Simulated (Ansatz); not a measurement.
**Run report: MgSi32 (charge +2), geometry relaxation (part 2 of 2)**

The same run, continued: MgSi32 (defect cell, 33 atoms in the cell, total charge +2); DFT PBE, scalar-relativistic, plane waves, PAW, no spin polarisation (Ansatz 0.2.0); cutoff 420 eV, 2×2×2 k-mesh, Gaussian smearing of 0.01 eV. The structure derives from a Materials Project entry. It belongs to a series of runs on one base structure; here: Mg interstitial, charge +2, atoms relaxed at the host's cell.

### Output, continued
```
  k-point 1: bands = ["-69.8813", "-36.6418", "-36.6418", "-36.6418", "-5.3333", "-4.3858", "-4.2783", "-4.2783", "-4.1846", "-3.4922", "-3.4576", "-3.4224", "-3.4224", "-3.2176", "-2.5783", "-2.5301", "-2.5300", "-2.4342", "-1.4729", "-1.4408", "-1.4408", "-1.3740", "-0.3277", "-0.3044", "-0.3043", "-0.2121", "-0.1987", "-0.0220", "-0.0153", "-0.0152", "0.5292", "1.8819", "1.9316", "1.9512", "1.9512", "2.0167", "2.1311", "2.1312", "2.1576", "2.7761", "2.8761", "2.8761", "2.9866", "3.3599", "3.5604", "3.5604", "3.6076", "3.6514", "3.7112", "3.7113", "3.7603", "3.7637", "3.7638", "3.7738", "3.8182", "3.8695", "3.8695", "4.7771", "4.8154", "4.8154", "4.8934", "4.9056", "5.0021", "5.0021", "5.0125", "5.0837", "5.4641", "5.4641", "6.8112", "7.6884", "7.9718", "8.1351", "8.1360", "8.1360", "8.2369", "8.4547", "8.4712", "8.4713", "8.5361", "8.5847", "8.6645", "8.6646", "8.6954", "9.0234", "9.0235", "9.0815", "9.1748", "9.6480", "9.6916", "9.6916", "9.7277", "9.8998", "9.8998", "9.9111", "10.0214", "10.0215", "10.0281", "10.1415", "10.1485", "10.1485", "10.2109"]
  k-point 2: bands = ["-69.8813", "-36.6418", "-36.6418", "-36.6418", "-5.3333", "-4.3858", "-4.2783", "-4.2783", "-4.1847", "-3.4922", "-3.4576", "-3.4224", "-3.4224", "-3.2176", "-2.5783", "-2.5301", "-2.5300", "-2.4342", "-1.4730", "-1.4408", "-1.4408", "-1.3740", "-0.3277", "-0.3044", "-0.3043", "-0.2121", "-0.1987", "-0.0220", "-0.0152", "-0.0152", "0.5292", "1.8819", "1.9316", "1.9512", "1.9513", "2.0168", "2.1311", "2.1312", "2.1576", "2.7762", "2.8761", "2.8761", "2.9866", "3.3599", "3.5604", "3.5604", "3.6076", "3.6514", "3.7112", "3.7112", "3.7602", "3.7637", "3.7638", "3.7738", "3.8182", "3.8695", "3.8695", "4.7771", "4.8154", "4.8154", "4.8934", "4.9056", "5.0020", "5.0021", "5.0125", "5.0837", "5.4641", "5.4641", "6.8112", "7.6884", "7.9718", "8.1351", "8.1360", "8.1361", "8.2368", "8.4547", "8.4712", "8.4713", "8.5361", "8.5847", "8.6645", "8.6646", "8.6954", "9.0234", "9.0235", "9.0815", "9.1748", "9.6480", "9.6916", "9.6917", "9.7277", "9.8997", "9.8998", "9.9111", "10.0215", "10.0216", "10.0281", "10.1415", "10.1484", "10.1485", "10.2109"]
  k-point 3: bands = ["-69.8813", "-36.6418", "-36.6418", "-36.6418", "-5.3333", "-4.3858", "-4.2783", "-4.2783", "-4.1847", "-3.4922", "-3.4576", "-3.4225", "-3.4224", "-3.2176", "-2.5783", "-2.5301", "-2.5300", "-2.4342", "-1.4730", "-1.4409", "-1.4408", "-1.3740", "-0.3277", "-0.3044", "-0.3043", "-0.2121", "-0.1988", "-0.0220", "-0.0152", "-0.0152", "0.5292", "1.8819", "1.9316", "1.9512", "1.9512", "2.0167", "2.1311", "2.1312", "2.1576", "2.7762", "2.8761", "2.8762", "2.9866", "3.3599", "3.5604", "3.5604", "3.6076", "3.6514", "3.7111", "3.7113", "3.7602", "3.7637", "3.7637", "3.7738", "3.8182", "3.8695", "3.8695", "4.7771", "4.8154", "4.8154", "4.8934", "4.9056", "5.0020", "5.0022", "5.0125", "5.0837", "5.4641", "5.4641", "6.8112", "7.6884", "7.9718", "8.1351", "8.1360", "8.1360", "8.2369", "8.4547", "8.4712", "8.4713", "8.5361", "8.5847", "8.6645", "8.6646", "8.6954", "9.0235", "9.0235", "9.0815", "9.1748", "9.6480", "9.6916", "9.6916", "9.7276", "9.8997", "9.8998", "9.9111", "10.0214", "10.0216", "10.0281", "10.1415", "10.1484", "10.1484", "10.2109"]
--- Relaxed structure (4 steps of the walk, 4 accepted, 0 SCFs on fresh bases) ---
  F+E_penalty+E_count = -22281.49273861 eV   max|allowed force component| = 3.796e-3 eV/Å
  atoms:
    - { symbol: Si, position: [0.4969277053970997, 0.7465523114463875, 0.9989148594426212] }
    - { symbol: Si, position: [0.2505713567793662, 0.7486998369949042, 0.25090708332300055] }
    - { symbol: Si, position: [-0.0014076618946653047, 0.746524384383924, 0.4972525922996568] }
    - { symbol: Si, position: [0.4969537545150756, 0.9984814047458987, 0.7469971692460672] }
    - { symbol: Si, position: [0.7334596383274388, 0.7332650895390526, 0.7337771459292655] }
    - { symbol: Si, position: [0.26376597427670634, 0.9984585695847221, 0.9989359574889795] }
    - { symbol: Si, position: [-0.0013631382793253821, -0.0015058150638072032, 0.26411725043518847] }
    - { symbol: Si, position: [0.5002739127949231, 0.24816574947926967, 0.5005752734015113] }
    - { symbol: Si, position: [0.746652685645539, -0.0015583229305839302, 0.4972228953817549] }
    - { symbol: Si, position: [0.25059744037759923, 0.25042529609784625, 0.7491900183336554] }
    - { symbol: Si, position: [-0.0014079255162889603, 0.26364737341287825, -0.0011193233125938729] }
    - { symbol: Si, position: [0.5002899033271422, 0.5001410409443187, 0.24864629760606372] }
    - { symbol: Si, position: [0.7489042836148532, 0.25044025435290385, 0.25091278661844796] }
    - { symbol: Si, position: [0.24837142418668115, 0.5001715839923062, 0.5006305157184098] }
    - { symbol: Si, position: [-0.0013856410982734518, 0.4967770292581929, 0.7469805737402058] }
    - { symbol: Si, position: [0.7466481145538296, 0.4968015464858949, -0.0010629111512385075] }
    - { symbol: Si, position: [0.24862352173767088, 0.4984701918853387, 0.7489347433747554] }
    - { symbol: Si, position: [-0.0014039937310331707, 0.510116919417036, -0.001071299806468029] }
    - { symbol: Si, position: [0.7486153063725463, 0.498471081335466, 0.24893677695484984] }
    - { symbol: Si, position: [0.2486127043330055, 0.7484816878621919, 0.49897143787439857] }
    - { symbol: Si, position: [0.4869888242848842, 0.48682158870179226, 0.4872890809961685] }
    - { symbol: Si, position: [-0.0013805584842635742, 0.7445037148021623, 0.7449805219516702] }
    - { symbol: Si, position: [0.7446477448432499, 0.7445303561502377, -0.0010433019671394622] }
    - { symbol: Si, position: [0.25256025011301986, -0.0015925199774554806, 0.2528716656038466] }
    - { symbol: Si, position: [0.49860636117431895, 0.7484490289103007, 0.2488951225005512] }
    - { symbol: Si, position: [-0.001374527825109828, -0.0015105470545018762, 0.5105655913287139] }
    - { symbol: Si, position: [0.7446406943408213, -0.0015741269745392491, 0.744938701318492] }
    - { symbol: Si, position: [0.25257262390690166, 0.25243237013773334, -0.0010898592384930724] }
    - { symbol: Si, position: [0.5102517541407898, -0.001477053244682336, -0.001043833817322981] }
    - { symbol: Si, position: [-0.0013633979111684223, 0.2524724451532047, 0.2528969826757892] }
    - { symbol: Si, position: [0.7486135256758304, 0.24845366687008594, 0.4989428879889367] }
    - { symbol: Si, position: [0.49863732826727686, 0.24846909923302984, 0.7489096504787544] }
    - { symbol: Mg, position: [-0.0014005300464411822, -0.0014862680315083465, -0.0010548712184976286] }
```

### Trajectory as extended XYZ (Å, eV, eV/Å), 4 frames, from step=1 to step=4
```
33
Lattice="5.4701 5.4701 -5.4701 -5.4701 5.4701 5.4701 5.4701 -5.4701 5.4701" Properties=species:S:1:pos:R:3:forces:R:3 step=1 energy=-22281.41484
Si    4.1008    1.3402    6.8296   -0.2099  -0.2062   0.1349
Si   -1.3519    4.0966    4.0996   -0.0171   0.0235  -0.0023
Si   -1.3692    1.3566    6.8130   -0.1369   0.0905  -0.0565
Si    1.3442    4.0971    6.8296   -0.0953  -0.0983   0.0592
Si    4.0656    3.9986    4.0203   -0.6249  -0.1895  -0.3407
Si    1.4485    1.4420    9.4676   -0.0931  -0.0158   0.1677
Si    1.4573   -1.4730    1.4516   -0.3134   0.1931  -0.2818
Si    4.1176    1.3566    1.3592   -0.0137   0.0200  -0.0213
Si    6.8140    1.3566   -1.3705   -0.0420  -0.0213  -0.0770
Si    4.1012   -1.3562    4.0997    0.1816  -0.1504   0.1538
Si   -1.4880    1.4581    1.4194    0.1538  -0.3760   0.0832
Si    1.3608    4.1137    1.3595    0.0818   0.0455   0.0971
Si    4.1013    4.0970   -1.3535    0.0330   0.0288  -0.0045
Si    1.3610    1.3569    4.1167    0.0611   0.0737   0.0690
Si    1.3607   -1.3731    6.8128   -0.1200   0.1307   0.1076
Si    1.3606    6.8099   -1.3702    0.0284  -0.0903  -0.0647
Si    2.7311   -0.0082    5.4647   -0.0158  -0.0197   0.0090
Si   -2.8054    2.7927    2.7957   -0.0509   0.0744   0.0143
Si    2.7310    5.4618   -0.0054   -0.0101  -0.0374  -0.0005
Si   -0.0040    2.7267    5.4651    0.0201  -0.0070   0.0121
Si    2.6652    2.6610    2.6638    0.1666   0.1439   0.1072
Si   -0.0225    0.0137    8.1668    0.3455  -0.2640  -0.1833
Si   -0.0361    8.1150   -0.0168    0.5287   0.4034   0.1826
Si    2.7708    0.0096   -0.0223    0.0163  -0.2243   0.1113
Si   -0.0043    5.4619    2.7293    0.0087   0.0012  -0.0177
Si    2.7968   -2.8091    2.7958    0.0717  -0.0371   0.0442
Si    8.1383   -0.0482   -0.0361    0.2799   0.2522   0.1162
Si    0.0156    2.7470    0.0187   -0.2586   0.3041  -0.3703
Si    2.7967    2.7929   -2.8061    0.0282   0.0644  -0.0404
Si   -0.0017    0.0038    2.7812   -0.1512  -0.0906  -0.2462
Si    5.4661    2.7267   -0.0054   -0.0038  -0.0016   0.0389
Si    5.4659   -0.0080    2.7294    0.0007  -0.0183  -0.0177
Mg   -0.0139   -0.0087   -0.0007    0.1505  -0.0015   0.2167
33
Lattice="5.4701 5.4701 -5.4701 -5.4701 5.4701 5.4701 5.4701 -5.4701 5.4701" Properties=species:S:1:pos:R:3:forces:R:3 step=2 energy=-22281.48816
Si    4.0970    1.3446    6.8229   -0.0447  -0.0506   0.0625
Si   -1.3445    4.0915    4.0972   -0.0033   0.0023  -0.0034
Si   -1.3729    1.3494    6.8165   -0.0062   0.0400  -0.0378
Si    1.3466    4.0960    6.8285   -0.0249  -0.0336   0.0197
Si    4.0261    4.0022    4.0131   -0.1110   0.0234  -0.0671
Si    1.4429    1.4356    9.4874   -0.0076   0.0345  -0.0042
Si    1.4461   -1.4597    1.4487   -0.0307   0.0150  -0.0722
Si    4.1129    1.3534    1.3552    0.0113   0.0042   0.0029
Si    6.8155    1.3549   -1.3763   -0.0121   0.0121   0.0067
Si    4.0996   -1.3500    4.0917    0.0245  -0.0421   0.0407
Si   -1.4607    1.4484    1.4404    0.0057  -0.0676   0.0204
Si    1.3576    4.1143    1.3592    0.0166   0.0127   0.0069
Si    4.1015    4.0906   -1.3506   -0.0128  -0.0044  -0.0012
Si    1.3597    1.3566    4.1139    0.0191   0.0173   0.0231
Si    1.3636   -1.3771    6.8104   -0.0286   0.0288   0.0310
Si    1.3615    6.8094   -1.3724    0.0092  -0.0111  -0.0098
Si    2.7283   -0.0093    5.4618    0.0125   0.0140  -0.0118
Si   -2.8016    2.7924    2.7947   -0.0182  -0.0121   0.0058
Si    2.7287    5.4563   -0.0070    0.0083   0.0256   0.0006
Si   -0.0030    2.7206    5.4699   -0.0092   0.0049  -0.0133
Si    2.6636    2.6619    2.6597    0.0347   0.0078   0.0510
Si   -0.0044   -0.0102    8.1598    0.0358  -0.0385  -0.0223
Si   -0.0092    8.1519   -0.0103    0.1058  -0.0036   0.0484
Si    2.7752   -0.0150   -0.0146   -0.0289   0.0005   0.0615
Si   -0.0074    5.4651    2.7232    0.0019   0.0026   0.0147
Si    2.7947   -2.8042    2.7904    0.0149  -0.0481   0.0306
Si    8.1570   -0.0163   -0.0128    0.0322   0.0451   0.0027
Si   -0.0074    2.7731   -0.0037   -0.0159  -0.0237  -0.0672
Si    2.7910    2.7888   -2.8007    0.0084  -0.0155  -0.0099
Si   -0.0077   -0.0089    2.7777   -0.0205   0.0164  -0.0513
Si    5.4680    2.7208   -0.0036    0.0018   0.0005  -0.0212
Si    5.4676   -0.0067    2.7228   -0.0050   0.0164   0.0141
Mg   -0.0119   -0.0122    0.0091    0.0363   0.0269  -0.0510
33
Lattice="5.4701 5.4701 -5.4701 -5.4701 5.4701 5.4701 5.4701 -5.4701 5.4701" Properties=species:S:1:pos:R:3:forces:R:3 step=3 energy=-22281.49274
Si    4.0987    1.3378    6.8296    0.0001  -0.0010   0.0002
Si   -1.3523    4.0936    4.0973   -0.0011   0.0005   0.0001
Si   -1.3712    1.3558    6.8113    0.0009   0.0009  -0.0001
Si    1.3427    4.0940    6.8295   -0.0005   0.0001  -0.0002
Si    4.0149    4.0093    4.0128    0.0013   0.0024   0.0031
Si    1.4454    1.4402    9.4831   -0.0028  -0.0017   0.0024
Si    1.4455   -1.4604    1.4440   -0.0029   0.0023  -0.0027
Si    4.1172    1.3558    1.3591    0.0001   0.0005  -0.0002
Si    6.8126    1.3559   -1.3729    0.0001  -0.0002   0.0005
Si    4.0991   -1.3575    4.0972    0.0001  -0.0007   0.0007
Si   -1.4560    1.4406    1.4438    0.0038  -0.0031  -0.0023
Si    1.3609    4.1123    1.3593    0.0003   0.0000   0.0002
Si    4.0992    4.0940   -1.3541    0.0002   0.0003  -0.0002
Si    1.3611    1.3561    4.1159    0.0000  -0.0005  -0.0003
Si    1.3611   -1.3762    6.8110    0.0000   0.0006   0.0000
Si    1.3609    6.8076   -1.3725    0.0001   0.0002  -0.0005
Si    2.7301   -0.0101    5.4634   -0.0003   0.0000   0.0000
Si   -2.8039    2.7886    2.7922    0.0006   0.0002   0.0001
Si    2.7300    5.4600   -0.0066   -0.0003  -0.0003  -0.0002
Si   -0.0049    2.7248    5.4638   -0.0005   0.0004  -0.0003
Si    2.6664    2.6613    2.6646   -0.0004   0.0003   0.0007
Si   -0.0049   -0.0102    8.1552   -0.0001   0.0001  -0.0035
Si   -0.0051    8.1517   -0.0063    0.0003  -0.0022  -0.0008
Si    2.7735   -0.0104   -0.0070    0.0024   0.0006   0.0015
Si   -0.0052    5.4600    2.7281    0.0003  -0.0001   0.0007
Si    2.7936   -2.8086    2.7921    0.0004  -0.0005  -0.0002
Si    8.1568   -0.0102   -0.0070   -0.0032  -0.0001   0.0005
Si   -0.0052    2.7684   -0.0067    0.0000   0.0022   0.0003
Si    2.7935    2.7888   -2.8049    0.0005  -0.0004  -0.0013
Si   -0.0051   -0.0098    2.7719   -0.0001  -0.0005   0.0021
Si    5.4652    2.7248   -0.0067   -0.0006   0.0005   0.0000
Si    5.4650   -0.0099    2.7282    0.0004  -0.0006   0.0009
Mg   -0.0053   -0.0100   -0.0062    0.0007  -0.0002  -0.0012
33
Lattice="5.4701 5.4701 -5.4701 -5.4701 5.4701 5.4701 5.4701 -5.4701 5.4701" Properties=species:S:1:pos:R:3:forces:R:3 step=4 energy=-22281.49274
Si    4.0987    1.3378    6.8296    0.0001  -0.0010   0.0003
Si   -1.3523    4.0936    4.0973   -0.0011   0.0005   0.0001
Si   -1.3712    1.3558    6.8113    0.0009   0.0009  -0.0001
Si    1.3427    4.0940    6.8295   -0.0006   0.0001  -0.0001
Si    4.0149    4.0093    4.0128    0.0012   0.0025   0.0031
Si    1.4454    1.4402    9.4831   -0.0028  -0.0017   0.0024
Si    1.4455   -1.4604    1.4440   -0.0029   0.0023  -0.0027
Si    4.1172    1.3558    1.3591    0.0002   0.0005  -0.0003
Si    6.8126    1.3559   -1.3729    0.0001  -0.0002   0.0005
Si    4.0991   -1.3575    4.0972    0.0001  -0.0008   0.0006
Si   -1.4560    1.4406    1.4438    0.0038  -0.0031  -0.0023
Si    1.3609    4.1123    1.3593    0.0003   0.0000   0.0001
Si    4.0992    4.0940   -1.3541    0.0002   0.0003  -0.0002
Si    1.3611    1.3561    4.1159    0.0000  -0.0005  -0.0003
Si    1.3611   -1.3762    6.8110    0.0000   0.0006   0.0000
Si    1.3609    6.8076   -1.3725    0.0002   0.0002  -0.0005
Si    2.7301   -0.0101    5.4634   -0.0003   0.0000   0.0001
Si   -2.8039    2.7886    2.7922    0.0006   0.0002   0.0002
Si    2.7300    5.4600   -0.0066   -0.0003  -0.0003  -0.0002
Si   -0.0049    2.7248    5.4638   -0.0005   0.0004  -0.0003
Si    2.6664    2.6613    2.6646   -0.0004   0.0003   0.0007
Si   -0.0049   -0.0102    8.1552   -0.0001   0.0002  -0.0035
Si   -0.0051    8.1517   -0.0063    0.0004  -0.0022  -0.0007
Si    2.7735   -0.0104   -0.0070    0.0024   0.0006   0.0015
Si   -0.0052    5.4600    2.7281    0.0003  -0.0001   0.0007
Si    2.7936   -2.8086    2.7921    0.0004  -0.0005  -0.0002
Si    8.1568   -0.0102   -0.0070   -0.0032   0.0000   0.0005
Si   -0.0052    2.7684   -0.0067    0.0000   0.0022   0.0002
Si    2.7935    2.7888   -2.8049    0.0004  -0.0004  -0.0012
Si   -0.0051   -0.0098    2.7719   -0.0001  -0.0005   0.0021
Si    5.4652    2.7248   -0.0067   -0.0006   0.0005   0.0000
Si    5.4650   -0.0099    2.7282    0.0004  -0.0007   0.0008
Mg   -0.0053   -0.0100   -0.0062    0.0008  -0.0002  -0.0014
```

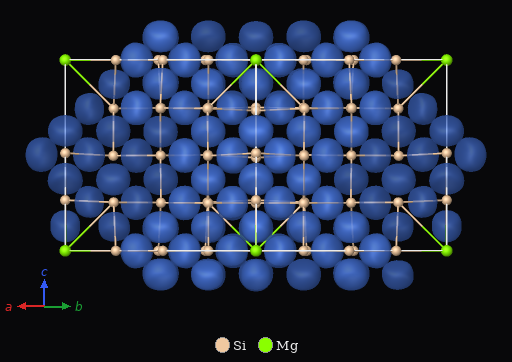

*Isosurface of the ELF at 0.8 (blue), seen along [110]. Core shells and regions of very low density are left out. Sticks mark near contacts. The outline is the calculation cell.*

Along the contacts the grid gives the following. Si–Si (2.33 Å): the ELF peaks at about 0.95 between the atoms, as expected for localised, shared-pair bonding. Mg–Si (2.51 Å): the ELF is about 0.50 at the midpoint. Core electrons are frozen (PAW), so the fields are smoothed inside the atomic spheres.

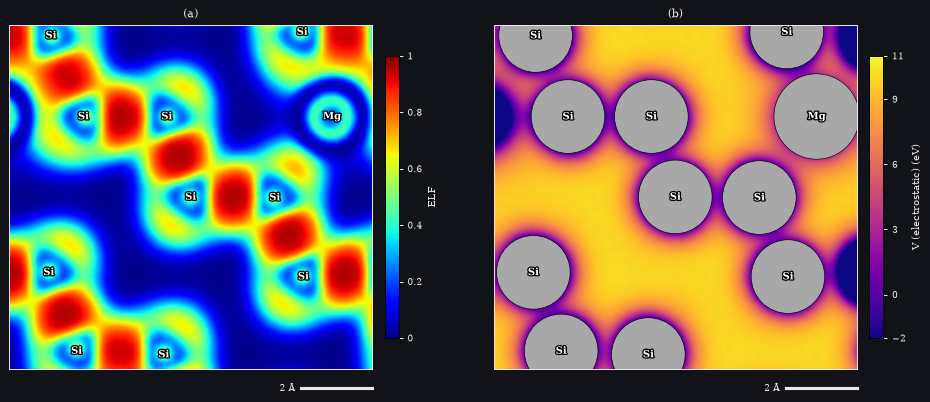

*(a) electron localisation function; (b) electrostatic potential energy of an electron on the (001) plane of the calculation cell. Grey discs, where drawn, cover atomic cores.*

Atoms in the plane: Si and Mg. Mg–Si (2.51 Å): the ELF is about 0.50 at the midpoint. Si–Si (2.44 Å): the ELF peaks at about 0.95 between the atoms (a shared electron pair). Mg–Si (2.78 Å): the ELF is about 0.55 at the midpoint. Outside the cores the potential energy rises away from the atoms and is highest about 2.2 Å from the nearest atoms; outside the discs it spans about 11 eV, and its zero is arbitrary.

### Results in brief

- outcome: converged
- electrons treated: 136
- free energy: −22281.4927 eV
- Fermi energy: 6.195 eV
- gap on the k-point mesh: 1.23 eV
- final volume: 654.70 Å³
- largest force (length of the vector) at the end: 0.005 eV/Å
- wall time: 25 s (CPU time 87 s)
- peak memory: 1.5 GiB
